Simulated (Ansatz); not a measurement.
## Ru: a changed input and its effect

System: Ru (1 atom in the cell).
Method of run A: DFT, r2SCAN, plane waves (500 eV) with PAW, scalar-relativistic, spin-polarised (Ansatz 0.2.0).

Text and figures count atoms from 1; the logs count them from 0 in places.

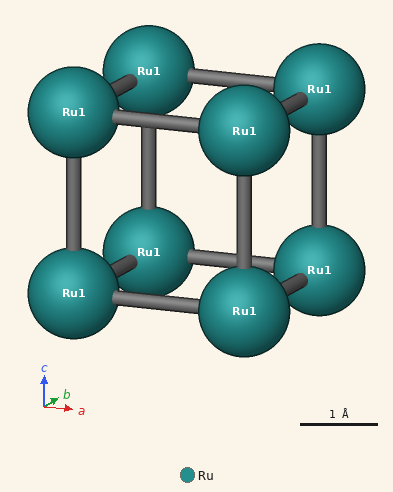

Figure 1. The structure (ball-and-stick view of the cell of the calculation, seen slightly off an axis; atoms are numbered from 1 in the order of the input).

The input, run A:
```yaml
crystal:
  lattice:
    - [2.4221480875, 0.0, 0.0]
    - [0.0, 2.4221480875, 0.0]
    - [0.0, 0.0, 2.4221480875]
  atoms:
    - { symbol: Ru, position: [0.0, 0.0, 0.0], spin: 1.0 }
hamiltonian:
  xc: r2scan
  pseudopotentials:
    kind: paw
    azcp:
      Ru: "pseudopotentials/Ru.paw.azcp"
basis:
  ecutwfc: 500
  fft_grid_basis: typed
kpoints:
  mp_grid: { grid: [21, 21, 21], shift: [0, 0, 0] }
magnetization:
  spin_polarized: true
scf:
  occupations: { method: fermi_dirac, width: 0.05 }
output:
  stress: true
  write_density: true
  write_potential: true
  elf: true
  volumetric_format: npy
```

Hardware: 2 threads of an Arm (aarch64) CPU, shared host.

Output, shortened to warnings, some set-up lines, iterations and results (run A):
```
WARN: the starting moments were not kept: the SCF closed with an absolute magnetisation of 1.1e-6 μB, where they sum to 1 μB in size (1 site). That is at most 0.1 of that sum. Measured as dr2_m measures the in/out step, that magnetisation stands 7.3e-13 eV from none, at or under the dr2_threshold of 1.0e-7 eV: it is no larger than a step whose dr2_m would equal this threshold. The system may hold …
Basis set: ecut = 500 eV, 365 PW (Γ), exchange–correlation on 72×72×72 points (64 copies of the dense FFT grid, shifted against one another)
Symmetry: 48 space group operations
k-points: 286 of 9261
Initial density: superposition of atomic densities (chi_scale 0.1, normalization cell)
[...]
SCF iter   1: F=—  HF=-5889.917079 eV  |F-HF|=—  |Δ(HF+E_count)|=         —  Δρ=5.15e-2 (↑5.15e-2 ↓4.23e-2)  dr2=1.08e0  dr2_τ=8.88e-3  dr2_m=3.25e-2  M=0.663 μB ∫|m|=0.668 …
SCF iter   2: F=—  HF=-5889.434423 eV  |F-HF|=—  |Δ(HF+E_count)|=   4.83e-1  Δρ=2.78e-2 (↑2.78e-2 ↓2.65e-2)  dr2=3.88e-1  dr2_τ=4.36e-3  dr2_m=2.49e-3  M=0.599 μB ∫|m|=0.621 …
SCF iter   3: F=—  HF=-5889.359736 eV  |F-HF|=—  |Δ(HF+E_count)|=   7.47e-2  Δρ=8.10e-3 (↑8.10e-3 ↓6.47e-3)  dr2=1.25e-2  dr2_τ=3.40e-4  dr2_m=1.85e-3  M=0.495 μB ∫|m|=0.537 …
SCF iter   4: F=—  HF=-5889.446765 eV  |F-HF|=—  |Δ(HF+E_count)|=         —  Δρ=1.80e-2 (↑1.79e-2 ↓1.80e-2)  dr2=2.17e-3  dr2_τ=4.57e-3  dr2_m=4.04e-2  M=0.226 μB ∫|m|=0.255 …
SCF iter   5: F=—  HF=-5889.459424 eV  |F-HF|=—  |Δ(HF+E_count)|=   1.27e-2  Δρ=1.34e-2 (↑1.33e-2 ↓1.34e-2)  dr2=1.02e-3  dr2_τ=7.31e-4  dr2_m=2.24e-2  M=0.151 μB ∫|m|=0.172 …
[... 9 lines ...]
SCF iter  15: F=—  HF=-5889.454531 eV  |F-HF|=—  |Δ(HF+E_count)|=   2.51e-8  Δρ=3.49e-6 (↑2.61e-6 ↓3.49e-6)  dr2=2.81e-10  dr2_τ=1.21e-10  dr2_m=1.01e-9  M=0.000 μB …
SCF iter  16: F=—  HF=-5889.454531 eV  |F-HF|=—  |Δ(HF+E_count)|=   1.52e-8  Δρ=4.05e-6 (↑3.92e-6 ↓4.05e-6)  dr2=2.78e-11  dr2_τ=2.43e-10  dr2_m=2.05e-9  M=0.000 μB …
SCF iter  17: F=—  HF=-5889.454531 eV  |F-HF|=—  |Δ(HF+E_count)|=   2.77e-8  Δρ=7.69e-7 (↑6.98e-7 ↓7.69e-7)  dr2=1.93e-12  dr2_τ=8.07e-12  dr2_m=6.97e-11  M=0.000 μB …
SCF iter  18: F=-5889.454531 eV  HF=-5889.454531 eV  |F-HF|=5.46e-12  |Δ(HF+E_count)|=   1.09e-9  Δρ=7.79e-8 (↑4.18e-8 ↓7.79e-8)  dr2=4.38e-13  dr2_τ=2.76e-14  dr2_m=1.40e-13 …
SCF 1 converged in 18 iterations: F = -5889.454531 eV  dr2 = 4.38e-13
WARN: the starting moments were not kept: the SCF closed with an absolute magnetisation of 1.1e-6 μB, where they sum to 1 μB in size (1 site). That is at most 0.1 of that sum. Measured as dr2_m measures the in/out step, that magnetisation stands 7.3e-13 eV from none, at or under the dr2_threshold …
this state was not tested for a lower state beside it, because the mixer in use, unlike msr1, does not test its closes by its own steps (another_mixer; see scf.mixing.algorithm and scf.lower_state_search)
SCF converged after 18 iterations
Magnetization: -0.0000 μB (8.0000 up, 8.0000 down)
Absolute magnetization: 0.0000 μB (∫|ρ↑−ρ↓|, with the PAW one-centre terms)
Spin contamination: 0.0000 ħ² per cell (⟨S²⟩ above its minimum at these occupations)
Per-site moments (μB) at R_I (Å): [(-9.809394269346518e-7, 0.99913608609375)]
Free energy (F): -5889.454531 eV
Harris-Foulkes:  -5889.454531 eV  (|F-HF|=5.46e-12)
Internal energy: -5889.443622 eV  (E = F + TS)
E sigma→0 (E₀):  -5889.449077 eV
Entropy (-TS):   -0.010909 eV (-10.909 meV/atom)
Fermi energy:    22.475638 eV
--- Per-component energies (eV) ---
  E_band       = -85.327803
  E_kinetic    = 519.744966
  E_local      = -1390.091812  (includes V_loc(G=0)·N_el)
  E_nonlocal   = 346.412525
  E_hartree    = 459.180621
[...]
```

For run B the input was changed thus:
```diff
-    - [2.4221480875, 0.0, 0.0]
-    - [0.0, 2.4221480875, 0.0]
-    - [0.0, 0.0, 2.4221480875]
+    - [2.5862912095, 0.0, 0.0]
+    - [0.0, 2.5862912095, 0.0]
+    - [0.0, 0.0, 2.5862912095]
```

How does run B compare with run A?

With the same functional and potentials, run B lies 44.3 meV per atom higher. The pressure goes from 24.52 to −20.66 GPa. The volume per atom goes from 14.21 to 17.30 Å³. The plane waves at Γ go from 365 to 461.

Output, shortened to warnings, some set-up lines, iterations and results (run B):
```
WARN: the starting moments were not kept: the SCF closed with an absolute magnetisation of 2.9e-5 μB, where they sum to 1 μB in size (1 site). That is at most 0.1 of that sum. Measured as dr2_m measures the in/out step, that magnetisation stands 4.7e-10 eV from none, at or under the dr2_threshold of 1.0e-7 eV: it is no larger than a step whose dr2_m would equal this threshold. The system may hold …
Basis set: ecut = 500 eV, 461 PW (Γ), exchange–correlation on 80×80×80 points (64 copies of the dense FFT grid, shifted against one another)
Symmetry: 48 space group operations
k-points: 286 of 9261
Initial density: superposition of atomic densities (chi_scale 0.1, normalization cell)
[...]
SCF iter   1: F=—  HF=-5889.888939 eV  |F-HF|=—  |Δ(HF+E_count)|=         —  Δρ=4.12e-2 (↑4.12e-2 ↓4.05e-2)  dr2=1.13e0  dr2_τ=1.14e-2  dr2_m=1.90e-2  M=0.789 μB ∫|m|=0.795 …
SCF iter   2: F=—  HF=-5889.506934 eV  |F-HF|=—  |Δ(HF+E_count)|=   3.82e-1  Δρ=2.64e-2 (↑2.22e-2 ↓2.64e-2)  dr2=4.27e-1  dr2_τ=3.68e-3  dr2_m=2.05e-3  M=0.764 μB ∫|m|=0.790 …
SCF iter   3: F=—  HF=-5889.384981 eV  |F-HF|=—  |Δ(HF+E_count)|=   1.22e-1  Δρ=7.25e-3 (↑7.25e-3 ↓6.93e-3)  dr2=1.67e-2  dr2_τ=2.86e-4  dr2_m=1.86e-3  M=0.752 μB ∫|m|=0.795 …
SCF iter   4: F=—  HF=-5889.398369 eV  |F-HF|=—  |Δ(HF+E_count)|=         —  Δρ=4.31e-3 (↑4.31e-3 ↓3.87e-3)  dr2=3.52e-3  dr2_τ=1.64e-4  dr2_m=3.63e-4  M=0.749 μB ∫|m|=0.784 …
SCF iter   5: F=—  HF=-5889.400524 eV  |F-HF|=—  |Δ(HF+E_count)|=   2.16e-3  Δρ=3.44e-3 (↑3.44e-3 ↓3.18e-3)  dr2=1.66e-3  dr2_τ=1.31e-4  dr2_m=6.68e-4  M=0.719 μB ∫|m|=0.751 …
[... 73 lines ...]
SCF 2 converged in 31 iterations: F = -5889.410252 eV  dr2 = 6.22e-12
SCF iter   1: F=—  HF=-5889.410252 eV  |F-HF|=—  |Δ(HF+E_count)|=         —  Δρ=1.24e-7 (↑1.24e-7 ↓1.02e-7)  dr2=1.59e-13  dr2_τ=2.32e-13  dr2_m=2.01e-12  M=0.000 μB …
SCF iter   2: F=—  HF=-5889.387205 eV  |F-HF|=—  |Δ(HF+E_count)|=   2.30e-2  Δρ=1.12e-2 (↑1.12e-2 ↓4.82e-3)  dr2=1.27e-2  dr2_τ=1.25e-3  dr2_m=9.15e-3  M=1.300 μB ∫|m|=1.347 …
SCF iter   3: F=—  HF=-5889.401103 eV  |F-HF|=—  |Δ(HF+E_count)|=   1.39e-2  Δρ=1.48e-3 (↑7.60e-4 ↓1.48e-3)  dr2=2.78e-4  dr2_τ=2.50e-5  dr2_m=1.26e-4  M=0.791 μB ∫|m|=0.825 …
SCF iter   4: F=—  HF=-5889.410236 eV  |F-HF|=—  |Δ(HF+E_count)|=   9.13e-3  Δρ=1.53e-4 (↑8.32e-5 ↓1.53e-4)  dr2=5.66e-6  dr2_τ=1.90e-7  dr2_m=1.05e-6  M=-0.032 μB ∫|m|=0.033 …
an SCF towards Hund's moment on open shells that bore less, with the run's symmetry operations kept, reached no lower state that the run goes on to. This is no proof of a minimum
at 8 of the mixer's solves, the last at iteration 31, it left a direction of its history that read negative out of its fit and stepped the other way along it
the search or the solves at the SCF's close seem to have found levels that the self-consistency loop had missed (the run counts 2). By its estimate they hold under 1e-12 electrons; where the run keeps them, the occupations were computed again with them
WARN: the starting moments were not kept: the SCF closed with an absolute magnetisation of 2.9e-5 μB, where they sum to 1 μB in size (1 site). That is at most 0.1 of that sum. Measured as dr2_m measures the in/out step, that magnetisation stands 4.7e-10 eV from none, at or under the dr2_threshold …
this state was not tested for a lower state beside it, because the mixer in use, unlike msr1, does not test its closes by its own steps (another_mixer; see scf.mixing.algorithm and scf.lower_state_search)
SCF converged after 46 iterations
Magnetization: 0.0000 μB (8.0000 up, 8.0000 down)
Absolute magnetization: 0.0000 μB (∫|ρ↑−ρ↓|, with the PAW one-centre terms)
[...]
```

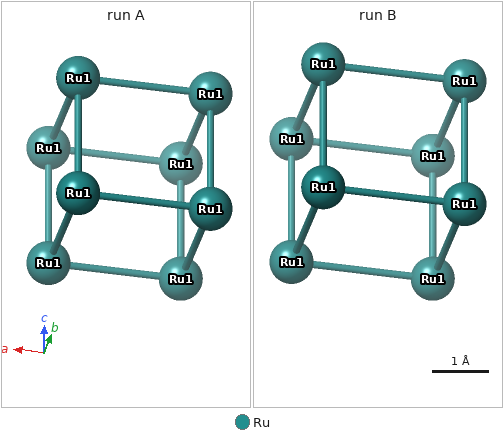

Figure 2. The two input geometries at one scale (ball-and-stick view of the cell of the calculation, seen at an oblique angle). No atom moves by more than 0.005 Å relative to the cell. Cell: a = b = c 2.422 → 2.586 Å (+6.8 %). Volume +21.7 %. Among the contacts that change: Ru1–Ru1 2.422 → 2.586 Å.

The two runs side by side:

| quantity | run A | run B |
| --- | --- | --- |
| outcome | converged | converged |
| free energy per atom (eV) | −5889.4545 | −5889.4103 |
| energy per atom, smearing taken to zero (eV) | −5889.4491 | −5889.4033 |
| net moment of the cell (μB) | 0.00 | 0.00 |
| absolute moment of the cell (μB) | 0.00 | 0.00 |
| pressure (GPa) | 24.52 | −20.66 |
| volume per atom (Å³) | 14.21 | 17.30 |
| SCF iterations | 18 | – |
| irreducible k-points | 286 | 286 |
| plane waves at Γ | 365 | 461 |
| wall time (shared host) | 17 s | 92 s |

For both runs: Warnings: some starting moments were not kept; the state was not tested for a lower one. For run A: The cell is under a pressure of 25 GPa at this level, so it is not at its equilibrium volume. For run B: The cell is under a tension of 21 GPa at this level, so it is not at its equilibrium volume.
